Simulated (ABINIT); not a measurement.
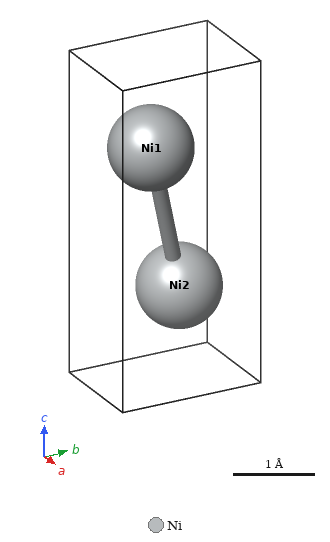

The structure as given in the input (ball-and-stick view of the cell of the calculation, seen slightly off an axis; atoms are numbered from 1 in the order of the input). An atom can appear more than once, as a periodic image.

Single-point calculation of Ni

Ni (P6₃/mmc, 2 atoms in the cell), computed with Kohn-Sham DFT of a periodic cell, LDA, PseudoDojo NC SR LDA v0.4.1 standard, spin-polarised (ABINIT 10.8.3).

The structure derives from a Materials Project entry.

Input
```
pp_dirpath "./"
pseudos "Ni.upf"

acell 3*1.0
rprim
     4.6260928237     0.0000000000     0.0000000000
    -2.3130464118     4.0063139057     0.0000000000
     0.0000000000     0.0000000000     7.6964908656
ntypat 1
znucl 28
natom 2
typat 1 1
xred
     0.6666666667     0.3333333333     0.7500000000
     0.3333333333     0.6666666667     0.2500000000

ecut 46.0

kptopt 1
ngkpt 9 9 5
nshiftk 1
shiftk 0.0 0.0 0.0

ixc 7

nband 23
occopt 3
tsmear 0.05 eV

nsppol 2
spinat
     0.0000000000     0.0000000000     1.0000000000
     0.0000000000     0.0000000000     1.0000000000

nstep 100
tolvrs 1.0e-10

iomode 3
prtwf 0
prtden 0
prteig 0
prtebands 0
```

Run on 4 threads of Arm Neoverse V1, 24 GiB of memory available, shared host.

Launch command:
```bash
mpirun --bind-to none -np 4 abinit run.abi > log 2>&1
```

Output
```
.Version 10.8.3 of ABINIT
 Symmetries : space group P6_3/m m c (#194); Bravais hP (primitive hexag.)
================================================================================
 Values of the parameters that define the memory need of the present run
     intxc =       0    ionmov =       0      iscf =       7    lmnmax =       6
     lnmax =       6     mgfft =      48  mpssoang =       3    mqgrid =    3001
     natom =       2  nloc_mem =       1    nspden =       2   nspinor =       1
    nsppol =       2      nsym =      24    n1xccc =    2501    ntypat =       1
    occopt =       3   xclevel =       1
       mpw =        2141          nfft =       43200          nkpt =          36
================================================================================
================================================================================

--------------------------------------------------------------------------------
------------- Echo of variables that govern the present computation ------------
--------------------------------------------------------------------------------
 -outvars: echo values of preprocessed input variables --------
            acell      1.0000000000E+00  1.0000000000E+00  1.0000000000E+00 Bohr
              amu      5.86900000E+01
             ecut      4.60000000E+01 Hartree
              ixc           7
         kptrlatt        9    0    0      0    9    0      0    0    5
          kptrlen      3.84824543E+01
            natom           2
            nband          23
            ngfft          30      30      48
             nkpt          36
           nspden           2
           nsppol           2
            nstep         100
             nsym          24
           ntypat           1
           occopt           3
           prtden           0
        prtebands           0
           prteig           0
            prtwf           0
            rprim      4.6260928237E+00  0.0000000000E+00  0.0000000000E+00
                      -2.3130464118E+00  4.0063139057E+00  0.0000000000E+00
                       0.0000000000E+00  0.0000000000E+00  7.6964908656E+00
          spgroup         194
           spinat      0.0000000000E+00  0.0000000000E+00  1.0000000000E+00
                       0.0000000000E+00  0.0000000000E+00  1.0000000000E+00
           tolvrs      1.00000000E-10
           tsmear      1.83746611E-03 Hartree
            typat      1  1
           xangst      1.2240114481E+00  7.0668333906E-01  3.0546056754E+00
                       1.7639238064E-11  1.4133666781E+00  1.0182018918E+00
            xcart      2.3130464119E+00  1.3354379686E+00  5.7723681492E+00
                       3.3333329011E-11  2.6708759371E+00  1.9241227164E+00
             xred      6.6666666667E-01  3.3333333333E-01  7.5000000000E-01
                       3.3333333333E-01  6.6666666667E-01  2.5000000000E-01
            znucl       28.00000

================================================================================

 chkinp: Checking input parameters for consistency.

================================================================================
== DATASET  1 ==================================================================

--- !DatasetInfo
iteration_state: {dtset: 1, }
dimensions: {natom: 2, nkpt: 36, mband: 23, nsppol: 2, nspinor: 1, nspden: 2, mpw: 2141, }
cutoff_energies: {ecut:  46.0, pawecutdg:  -1.0, }
electrons: {nelect:   3.60000000E+01, charge:   0.00000000E+00, occopt:   3.00000000E+00, tsmear:   1.83746611E-03, }
meta: {optdriver: 0, ionmov: 0, optcell: 0, iscf: 7, paral_kgb: 0, }
...

 Exchange-correlation functional for the present dataset will be:
  LDA: Perdew-Wang 92 LSD fit to Ceperley-Alder data - ixc=7
  J.P.Perdew and Y.Wang, PRB 45, 13244 (1992)

 Real(R)+Recip(G) space primitive vectors, cartesian coordinates (Bohr,Bohr^-1):
 R(1)=  4.6260928  0.0000000  0.0000000  G(1)=  0.2161651  0.1248030  0.0000000
 R(2)= -2.3130464  4.0063139  0.0000000  G(2)=  0.0000000  0.2496060  0.0000000
 R(3)=  0.0000000  0.0000000  7.6964909  G(3)=  0.0000000  0.0000000  0.1299293
 Unit cell volume ucvol=  1.4264353E+02 bohr^3
 Angles (23,13,12)=  9.00000000E+01  9.00000000E+01  1.20000000E+02 degrees

 getcut: wavevector=  0.0000  0.0000  0.0000  ngfft=  30  30  48
         ecut(hartree)=     46.000   => boxcut(ratio)=   2.04270

--- Pseudopotential description ------------------------------------------------
- pspini: atom type   1  psp file is ./Ni.upf
12 -1012 2 -1 1340                            pspcod,pspxc,lmax,lloc,mmax
     nproj     2     2     2

   1.41673034E+03                                ecore*ucvol(ha*bohr**3)
--------------------------------------------------------------------------------

================================================================================

--- !BeginCycle
iteration_state: {dtset: 1, }
solver: {iscf: 7, nstep: 100, nline: 4, wfoptalg: 0, }
tolerances: {tolvrs: 1.00E-10, }
...

     iter   Etot(hartree)      deltaE(h)  residm     vres2   difmagsph maxmagsph
 ETOT  1  -334.88815015202    -3.349E+02 4.493E-01 3.218E+01 3.988E-01 3.988E-01
 ETOT  2  -335.26986572276    -3.817E-01 3.061E-02 3.331E+02 1.134E-01 5.123E-01
 ETOT  3  -335.32573300655    -5.587E-02 7.158E-03 3.147E+01 1.629E-02 5.286E-01
 ETOT  4  -335.33015522068    -4.422E-03 2.590E-03 5.940E+00 1.603E-02 5.446E-01
 ETOT  5  -335.33124019782    -1.085E-03 7.332E-04 8.341E-03 1.747E-02 5.621E-01
 ETOT  6  -335.33124604231    -5.844E-06 9.416E-04 8.783E-03 6.962E-03 5.690E-01
 ETOT  7  -335.33124805068    -2.008E-06 4.305E-04 1.622E-03 2.148E-03 5.712E-01
 ETOT  8  -335.33124838908    -3.384E-07 3.866E-04 5.432E-07 7.475E-04 5.719E-01
 ETOT  9  -335.33124838932    -2.457E-10 2.859E-04 4.523E-08 2.570E-05 5.719E-01
 ETOT 10  -335.33124838933    -8.470E-12 1.562E-04 6.778E-10 4.801E-06 5.719E-01
 ETOT 11  -335.33124838933    -1.421E-12 1.860E-04 8.779E-12 8.385E-08 5.719E-01

 At SCF step   11       vres2   =  8.78E-12 < tolvrs=  1.00E-10 =>converged.

 Cartesian components of stress tensor (hartree/bohr^3)
  sigma(1 1)=  3.95816129E-04  sigma(3 2)=  0.00000000E+00
  sigma(2 2)=  3.95816125E-04  sigma(3 1)=  0.00000000E+00
  sigma(3 3)=  4.54743123E-04  sigma(2 1)= -8.73920470E-13

--- !ResultsGS
iteration_state: {dtset: 1, }
comment   : Summary of ground state results
lattice_vectors:
- [  4.6260928,   0.0000000,   0.0000000, ]
- [ -2.3130464,   4.0063139,   0.0000000, ]
- [  0.0000000,   0.0000000,   7.6964909, ]
lattice_lengths: [   4.62609,    4.62609,    7.69649, ]
lattice_angles: [ 90.000,  90.000, 120.000, ] # degrees, (23, 13, 12)
lattice_volume:   1.4264353E+02
convergence: {deltae: -1.421E-12, res2:  8.779E-12, residm:  1.860E-04, diffor: null, }
etotal    :  -3.35331248E+02
entropy   :   0.00000000E+00
fermie    :   4.16048914E-01
cartesian_stress_tensor: # hartree/bohr^3
- [  3.95816129E-04,  -8.73920470E-13,   0.00000000E+00, ]
- [ -8.73920470E-13,   3.95816125E-04,   0.00000000E+00, ]
- [  0.00000000E+00,   0.00000000E+00,   4.54743123E-04, ]
pressure_GPa:  -1.2223E+01
xred      :
- [  6.6667E-01,   3.3333E-01,   7.5000E-01, Ni]
- [  3.3333E-01,   6.6667E-01,   2.5000E-01, Ni]
cartesian_forces: # hartree/bohr
- [ -0.00000000E+00,  -0.00000000E+00,  -0.00000000E+00, ]
- [ -0.00000000E+00,  -0.00000000E+00,  -0.00000000E+00, ]
force_length_stats: {min:   0.00000000E+00, max:   0.00000000E+00, mean:   0.00000000E+00, }
...

 Integrated electronic and magnetization densities in atomic spheres:
 ------------------------------------------------------------------------------------------------------------
 Radius=ratsph(iatom), smearing ratsm=  0.0000. Diff(up-dn)=approximate z local magnetic moment.
    Atom    Radius    up_density   dn_density  Total(up+dn)  Diff(up-dn)
    1 Ni   2.00000     8.477562     7.905616     16.383178     0.571946
    2 Ni   2.00000     8.477562     7.905616     16.383178     0.571946
 ------------------------------------------------------------------------------------------------------------
  Sum:                16.955124    15.811232     32.766357     1.143892
 Total magnetization (from the atomic spheres):                1.143892
 Total magnetization (exact up - dn):                          1.076283

================================================================================

 ----iterations are completed or convergence reached----

 Mean square residual over all n,k,spin=   32.256E-08; max=  18.596E-05
 reduced coordinates (array xred) for    2 atoms
       0.666666666667      0.333333333333      0.750000000000
       0.333333333333      0.666666666667      0.250000000000
 rms dE/dt=  0.0000E+00; max dE/dt=  0.0000E+00; dE/dt below (all hartree)
    1       0.000000000000      0.000000000000      0.000000000000
    2       0.000000000000      0.000000000000      0.000000000000

 cartesian coordinates (angstrom) at end:
    1      1.22401144809041     0.70668333906065     3.05460567542669
    2      0.00000000001764     1.41336667812131     1.01820189180890

 cartesian forces (hartree/bohr) at end:
    1     -0.00000000000000    -0.00000000000000    -0.00000000000000
    2     -0.00000000000000    -0.00000000000000    -0.00000000000000
 frms,max,avg= 0.0000000E+00 0.0000000E+00   0.000E+00  0.000E+00  0.000E+00 h/b

 cartesian forces (eV/Angstrom) at end:
    1     -0.00000000000000    -0.00000000000000    -0.00000000000000
    2     -0.00000000000000    -0.00000000000000    -0.00000000000000
 frms,max,avg= 0.0000000E+00 0.0000000E+00   0.000E+00  0.000E+00  0.000E+00 e/A
 length scales=  1.000000000000  1.000000000000  1.000000000000 bohr
              =  0.529177210544  0.529177210544  0.529177210544 angstroms
 Fermi (or HOMO) energy (hartree) =   0.41605   Average Vxc (hartree)=  -0.53589
 Magnetization (Bohr magneton)=  1.07628274E+00
 Total spin up =  1.85381414E+01   Total spin down =  1.74618586E+01
 Eigenvalues (hartree) for nkpt=  36  k points, SPIN UP:
 kpt#   1, nband= 23, wtk=  0.00247, kpt=  0.0000  0.0000  0.0000 (reduced coord)
  -3.36067   -3.35931   -1.92324   -1.91747   -1.91747   -1.91628   -1.91628   -1.91450
   0.07445    0.23112    0.32396    0.32928    0.32928    0.33915    0.33915    0.35828
   0.35828    0.39331    0.39331    0.39449    0.62197    1.26204    1.33751
      occupation numbers for kpt#   1
   1.00000    1.00000    1.00000    1.00000    1.00000    1.00000    1.00000    1.00000
   1.00000    1.00000    1.00000    1.00000    1.00000    1.00000    1.00000    1.00000
   1.00000    1.00000    1.00000    0.99999    0.00000    0.00000    0.00000
 prteigrs : prtvol=0 or 1, do not print more k-points.

 Eigenvalues (hartree) for nkpt=  36  k points, SPIN DOWN:
 kpt#   1, nband= 23, wtk=  0.00247, kpt=  0.0000  0.0000  0.0000 (reduced coord)
  -3.33838   -3.33700   -1.90006   -1.89371   -1.89371   -1.89251   -1.89251   -1.89110
   0.07480    0.24315    0.34463    0.34995    0.34995    0.36038    0.36038    0.37969
   0.37969    0.39457    0.41594    0.41594    0.63453    1.26058    1.34112
      occupation numbers for kpt#   1
   1.00000    1.00000    1.00000    1.00000    1.00000    1.00000    1.00000    1.00000
   1.00000    1.00000    1.00000    1.00000    1.00000    1.00000    1.00000    1.00000
   1.00000    0.99999    0.51468    0.51468    0.00000    0.00000    0.00000
 prteigrs : prtvol=0 or 1, do not print more k-points.

--- !EnergyTerms
iteration_state     : {dtset: 1, }
comment             : Components of total free energy in Hartree
kinetic             :  1.57616640934774E+02
hartree             :  9.16707777240913E+01
xc                  : -4.23335957533249E+01
Ewald energy        : -2.25636198884234E+02
psp_core            :  9.93196357949681E+00
local_psp           : -2.73092233072669E+02
non_local_psp       : -5.34873718449659E+01
internal            : -3.35330017316832E+02
'-kT*entropy'       : -1.23107249959672E-03
total_energy        : -3.35331248389332E+02
total_energy_eV     : -9.12482812026910E+03
band_energy         : -2.97173015581638E+01
...

 Cartesian components of stress tensor (hartree/bohr^3)
  sigma(1 1)=  3.95816129E-04  sigma(3 2)=  0.00000000E+00
  sigma(2 2)=  3.95816125E-04  sigma(3 1)=  0.00000000E+00
  sigma(3 3)=  4.54743123E-04  sigma(2 1)= -8.73920470E-13

-Cartesian components of stress tensor (GPa)         [Pressure= -1.2223E+01 GPa]
- sigma(1 1)=  1.16453126E+01  sigma(3 2)=  0.00000000E+00
- sigma(2 2)=  1.16453124E+01  sigma(3 1)=  0.00000000E+00
- sigma(3 3)=  1.33790046E+01  sigma(2 1)= -2.57116279E-08

== END DATASET(S) ==============================================================
================================================================================

 -outvars: echo values of variables after computation  --------
            acell      1.0000000000E+00  1.0000000000E+00  1.0000000000E+00 Bohr
           etotal     -3.3533124839E+02
            fcart     -0.0000000000E+00 -0.0000000000E+00 -0.0000000000E+00
                      -0.0000000000E+00 -0.0000000000E+00 -0.0000000000E+00
            rprim      4.6260928237E+00  0.0000000000E+00  0.0000000000E+00
                      -2.3130464118E+00  4.0063139057E+00  0.0000000000E+00
                       0.0000000000E+00  0.0000000000E+00  7.6964908656E+00
           strten      3.9581612854E-04  3.9581612467E-04  4.5474312312E-04
                       0.0000000000E+00  0.0000000000E+00 -8.7392047045E-13
           xangst      1.2240114481E+00  7.0668333906E-01  3.0546056754E+00
                       1.7639238064E-11  1.4133666781E+00  1.0182018918E+00
             xred      6.6666666667E-01  3.3333333333E-01  7.5000000000E-01
                       3.3333333333E-01  6.6666666667E-01  2.5000000000E-01
 Calculation completed.
```

Summary

- outcome: converged
- space group (tolerance 0.01 Å): P6₃/mmc (194)
- electrons treated: 36
- free energy: −9124.8281 eV
- Fermi energy: 11.321 eV
- gap on the k-point mesh: none (metallic)
- net moment of the cell: 1.08 μB
- pressure: −12.22 GPa
- largest force (length of the vector): under 0.001 eV/Å
- wall time: 29 s (CPU time 1.9 min)
- peak memory: 0.32 GiB

Notes

The cell is under a tension of 12.2 GPa at this level, so it is not at its equilibrium volume.
